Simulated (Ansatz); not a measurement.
## SnSe: one change and its effect

System: SnSe (F-43m, 2 atoms in the cell).
Method of run 1: Kohn-Sham DFT of a periodic cell, PBE with D3(BJ)-ATM, Ansatz PAW, no spin polarisation (Ansatz 0.2.0).

The structure was built on a prototype by a generator; it need not be a known phase. Text and figures count atoms from 1; the logs count them from 0 in places.

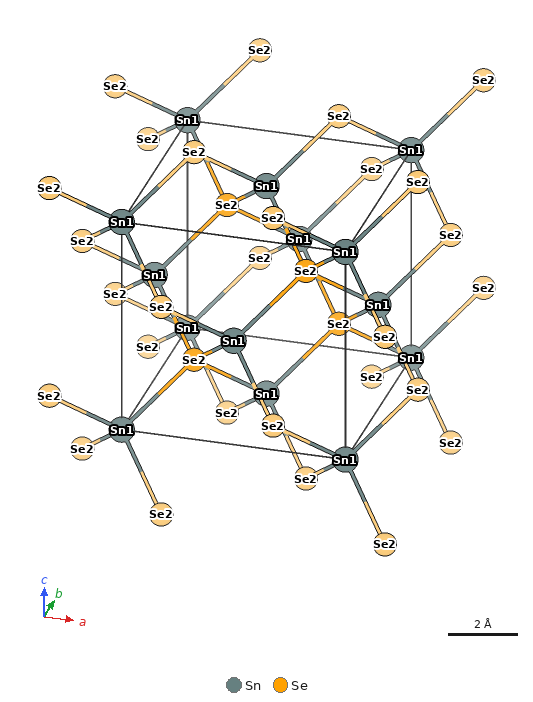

The starting structure (ball-and-stick view of the cell 4 times as large as that of the calculation, set on its symmetry axes, seen at an oblique angle; neighbours outside the cell are drawn fainter; atoms are numbered from 1 in the order of the input). An atom can appear more than once, as a periodic image.

**Input file, run 1**
```yaml
crystal:
  lattice:
    - [0.0, 3.39084, 3.39084]
    - [3.39084, 0.0, 3.39084]
    - [3.39084, 3.39084, 0.0]
  atoms:
    - { symbol: Sn, position: [0.0, 0.0, 0.0] }
    - { symbol: Se, position: [0.75, 0.75, 0.75] }
hamiltonian:
  xc: pbe
  pseudopotentials: { kind: paw }
  dispersion: d3bjatm
kpoints:
  mp_grid: { grid: [7, 7, 7] }
scf:
  occupations: { method: fermi_dirac, width: 0.05 }
output:
  forces: true
  stress: true
  eigenvalues: true
relax:
  f_tol: 0.01
  max_steps: 40
  cell: { stress_tol: 0.05 }
```

Launched with:
```bash
ansatz run input.yaml --threads 2 --pin off --max-ram 5632MiB --backend cpu --events-out ev --progress --plain --runs-dir out
```

Hardware: 2 threads of Arm Neoverse V1, 24 GiB of memory available, shared host.

**Output, shortened to warnings, some set-up lines, iterations and results (run 1)**
```
Basis set: ecut = 420 eV, 1471 PW (Γ), exchange–correlation on 72×72×72 points (8 copies of the dense FFT grid, shifted against one another)
Symmetry: 24 space group operations
k-points: 20 of 343 (time reversal used)
Initial density: superposition of atomic densities (neutral atoms: chi_scale 0, normalization atom), corrected by the library's trained network
[...]
SCF iter   1: F=—  HF=-11494.193181 eV  |F-HF|=—  |Δ(HF+E_count)|=         —  Δρ=2.70e-3  dr2=1.41e-2  ethr=1.77e-3  ⟨swp⟩=6.0  Hψ=1888  notcnv=0
SCF iter   2: F=—  HF=-11494.190401 eV  |F-HF|=—  |Δ(HF+E_count)|=   2.78e-3  Δρ=1.47e-3  dr2=2.82e-3  ethr=4.71e-5  ⟨swp⟩=2.0  Hψ=719  notcnv=0
SCF iter   3: F=—  HF=-11494.189802 eV  |F-HF|=—  |Δ(HF+E_count)|=   5.98e-4  Δρ=4.53e-4  dr2=2.63e-4  ethr=9.39e-6  ⟨swp⟩=2.0  Hψ=484  notcnv=0
SCF iter   4: F=—  HF=-11494.190069 eV  |F-HF|=—  |Δ(HF+E_count)|=   2.66e-4  Δρ=1.55e-4  dr2=1.96e-5  ethr=8.77e-7  ⟨swp⟩=3.0  Hψ=587  notcnv=0
SCF iter   5: F=—  HF=-11494.190075 eV  |F-HF|=—  |Δ(HF+E_count)|=   6.66e-6  Δρ=4.32e-5  dr2=1.12e-6  ethr=6.52e-8  ⟨swp⟩=2.0  Hψ=580  notcnv=0
[... 18 lines ...]
SCF iter   3: F=—  HF=-11494.193886 eV  |F-HF|=—  |Δ(HF+E_count)|=   3.97e-8  Δρ=3.42e-6  dr2=2.17e-8  ethr=9.58e-11  ⟨swp⟩=3.0  Hψ=728  notcnv=0
SCF iter   4: F=—  HF=-11494.193886 eV  |F-HF|=—  |Δ(HF+E_count)|=   5.42e-9  Δρ=7.26e-7  dr2=2.40e-10  ethr=7.22e-11  ⟨swp⟩=2.0  Hψ=473  notcnv=0
SCF iter   5: F=-11494.193886 eV  HF=-11494.193886 eV  |F-HF|=3.09e-11  |Δ(HF+E_count)|=  3.07e-10  Δρ=1.75e-7  dr2=1.91e-11  ethr=1.00e-12  ⟨swp⟩=5.0  Hψ=1835  notcnv=0
SCF 4 converged in 5 iterations: F = -11494.193886 eV  dr2 = 1.91e-11
relax step   4: F+E_penalty+E_count = -11494.19388571 eV  Δ(F+E_penalty+E_count) = +1.415e-4 eV  max|allowed force component| = 3.932e-16 eV/Å  Δτ_max = 0.0000 Å  P = -0.011 …
basis re-selected at this cell: Δ(F+E_penalty+E_count) = +1.415e-4 eV, ΔP = +0.000 GPa vs the last step (what re-selecting the basis moved, of the pressure what is left beyond the Pulay correction that the steps carried, after the strain that the cell walked since its last selection, with what the …
SCF converged after 5 iterations
Free energy (F): -11494.193886 eV
Harris-Foulkes:  -11494.193886 eV  (|F-HF|=3.09e-11)
Internal energy: -11494.191878 eV  (E = F + TS)
E sigma→0 (E₀):  -11494.192882 eV
Entropy (-TS):   -0.002007 eV (-1.004 meV/atom)
Fermi energy:    5.430625 eV
--- Per-component energies (eV) ---
  E_band       = -584.221429
  E_kinetic    = 302.354631
  E_local      = -4143.249391  (includes V_loc(G=0)·N_el)
  E_nonlocal   = -628.825944
  E_hartree    = 2104.210802
  E_xc         = -486.945560
  E_vxc        = -193.742258  (∫ρ·V_xc dr)
  E_paw        = -6043.137114  (= ΣΔE_a)
  E_vpaw       = -129.179600  (= ΣTr[D̂ρ^β])
  E_aug_tail   = -0.000577  (compensation charges beyond the density's cutoff)
  E_ewald      = -2598.099344
  E_disp       = -0.499380  (pairwise vdW)
  E_smearing   = -0.002007  (= −TS)
  E_closure    = 0.000000  (closes the sum)
  Σ components = -11494.193886   (vs F -11494.193886, Δ=0.00e0)
--- Forces (eV/Å), atoms counted from 1 ---
  atom   1  Sn     0.00000000    -0.00000000    -0.00000000
  atom   2  Se    -0.00000000     0.00000000    -0.00000000
  max |Σ_I F_I| component: 2.13e-16 eV/Å
--- Stress (GPa, compression-positive) ---
       -0.011023      -0.000000      -0.000000
       -0.000000      -0.011023       0.000000
       -0.000000      -0.000000      -0.011023
  P = ⅓ Tr σ = -0.0110 GPa (-0.110 kbar)
--- Relaxed structure (3 steps of the walk, 3 accepted, 1 SCFs on fresh bases) ---
  F+E_penalty+E_count = -11494.19388571 eV   max|allowed force component| = 3.932e-16 eV/Å   (the final SCF, on the basis selected at the relaxed cell)
  cell:  # Å, volume = 76.4941 Å³
    - [-4.076297626316472e-33, 3.3692454463906016, 3.3692454463906016]
    - [3.3692454463906016, -8.560225015264593e-33, 3.3692454463906016]
[...]
```

The input of run 2 differs as follows (lines with − go, lines with + come):
```diff
-  dispersion: d3bjatm
+  dispersion: d3bj
```

How does run 2 compare with run 1?

The total energies belong to different models, so their difference says nothing on which is more stable or more accurate. The volume per atom goes from 38.25 to 38.20 Å³. The SCF takes 21 iterations over all geometry steps against 20.

**Output, shortened to warnings, some set-up lines, iterations and results (run 2)**
```
Basis set: ecut = 420 eV, 1471 PW (Γ), exchange–correlation on 72×72×72 points (8 copies of the dense FFT grid, shifted against one another)
Symmetry: 24 space group operations
k-points: 20 of 343 (time reversal used)
Initial density: superposition of atomic densities (neutral atoms: chi_scale 0, normalization atom), corrected by the library's trained network
[...]
SCF iter   1: F=—  HF=-11494.212347 eV  |F-HF|=—  |Δ(HF+E_count)|=         —  Δρ=2.70e-3  dr2=1.41e-2  ethr=1.77e-3  ⟨swp⟩=6.0  Hψ=1888  notcnv=0
SCF iter   2: F=—  HF=-11494.209567 eV  |F-HF|=—  |Δ(HF+E_count)|=   2.78e-3  Δρ=1.47e-3  dr2=2.82e-3  ethr=4.71e-5  ⟨swp⟩=2.0  Hψ=719  notcnv=0
SCF iter   3: F=—  HF=-11494.208968 eV  |F-HF|=—  |Δ(HF+E_count)|=   5.98e-4  Δρ=4.53e-4  dr2=2.63e-4  ethr=9.39e-6  ⟨swp⟩=2.0  Hψ=484  notcnv=0
SCF iter   4: F=—  HF=-11494.209235 eV  |F-HF|=—  |Δ(HF+E_count)|=   2.66e-4  Δρ=1.55e-4  dr2=1.96e-5  ethr=8.77e-7  ⟨swp⟩=3.0  Hψ=587  notcnv=0
SCF iter   5: F=—  HF=-11494.209241 eV  |F-HF|=—  |Δ(HF+E_count)|=   6.66e-6  Δρ=4.32e-5  dr2=1.12e-6  ethr=6.52e-8  ⟨swp⟩=2.0  Hψ=580  notcnv=0
[... 19 lines ...]
SCF iter   4: F=—  HF=-11494.213598 eV  |F-HF|=—  |Δ(HF+E_count)|=   6.26e-9  Δρ=7.95e-7  dr2=2.83e-10  ethr=8.33e-11  ⟨swp⟩=2.0  Hψ=473  notcnv=0
SCF iter   5: F=—  HF=-11494.213598 eV  |F-HF|=—  |Δ(HF+E_count)|=  4.11e-10  Δρ=1.74e-7  dr2=2.05e-11  ethr=1.00e-12  ⟨swp⟩=2.2  Hψ=523  notcnv=0
SCF iter   6: F=-11494.213598 eV  HF=-11494.213598 eV  |F-HF|=0.00e0  |Δ(HF+E_count)|=  4.00e-11  Δρ=3.28e-8  dr2=9.76e-13  ethr=1.00e-12  ⟨swp⟩=6.0  Hψ=1546  notcnv=0
SCF 4 converged in 6 iterations: F = -11494.213598 eV  dr2 = 9.76e-13
relax step   4: F+E_penalty+E_count = -11494.21359781 eV  Δ(F+E_penalty+E_count) = +1.539e-4 eV  max|allowed force component| = 4.025e-16 eV/Å  Δτ_max = 0.0000 Å  P = -0.011 …
basis re-selected at this cell: Δ(F+E_penalty+E_count) = +1.539e-4 eV, ΔP = +0.000 GPa vs the last step (what re-selecting the basis moved, of the pressure what is left beyond the Pulay correction that the steps carried, after the strain that the cell walked since its last selection, with what the …
SCF converged after 6 iterations
Free energy (F): -11494.213598 eV
Harris-Foulkes:  -11494.213598 eV  (|F-HF|=0.00e0)
Internal energy: -11494.211548 eV  (E = F + TS)
E sigma→0 (E₀):  -11494.212573 eV
Entropy (-TS):   -0.002050 eV (-1.025 meV/atom)
Fermi energy:    5.443225 eV
--- Per-component energies (eV) ---
  E_band       = -583.896190
  E_kinetic    = 302.379728
  E_local      = -4141.521408  (includes V_loc(G=0)·N_el)
  E_nonlocal   = -628.825857
  E_hartree    = 2103.504176
  E_xc         = -486.957563
  E_vxc        = -193.758614  (∫ρ·V_xc dr)
  E_paw        = -6043.136527  (= ΣΔE_a)
  E_vpaw       = -129.177831  (= ΣTr[D̂ρ^β])
  E_aug_tail   = -0.000574  (compensation charges beyond the density's cutoff)
  E_ewald      = -2599.134092
  E_disp       = -0.519430  (pairwise vdW)
  E_smearing   = -0.002050  (= −TS)
  E_closure    = 0.000000  (closes the sum)
  Σ components = -11494.213598   (vs F -11494.213598, Δ=0.00e0)
--- Forces (eV/Å), atoms counted from 1 ---
  atom   1  Sn     0.00000000    -0.00000000     0.00000000
  atom   2  Se    -0.00000000     0.00000000     0.00000000
  max |Σ_I F_I| component: 2.68e-16 eV/Å
--- Stress (GPa, compression-positive) ---
       -0.011231      -0.000000      -0.000000
       -0.000000      -0.011231      -0.000000
       -0.000000      -0.000000      -0.011231
  P = ⅓ Tr σ = -0.0112 GPa (-0.112 kbar)
--- Relaxed structure (3 steps of the walk, 3 accepted, 1 SCFs on fresh bases) ---
  F+E_penalty+E_count = -11494.21359781 eV   max|allowed force component| = 4.025e-16 eV/Å   (the final SCF, on the basis selected at the relaxed cell)
  cell:  # Å, volume = 76.4028 Å³
    - [-5.095372032895593e-34, 3.367904107216666, 3.367904107216666]
    - [3.367904107216666, -1.3247967285528533e-32, 3.367904107216666]
[...]
```

**The two runs side by side**

```tsv
quantity	run 1	run 2
outcome	converged	converged
free energy per atom (eV)	−5747.0969	−5747.1068
energy per atom, smearing taken to zero (eV)	−5747.0964	−5747.1063
gap on the mesh (eV)	0.25	0.25
pressure (GPa)	−0.01	−0.01
volume per atom (Å³)	38.25	38.20
largest force (eV/Å)	0.000	0.000
SCF iterations	20	21
irreducible k-points	20	20
wall time (shared host)	8.3 s	8.7 s
```
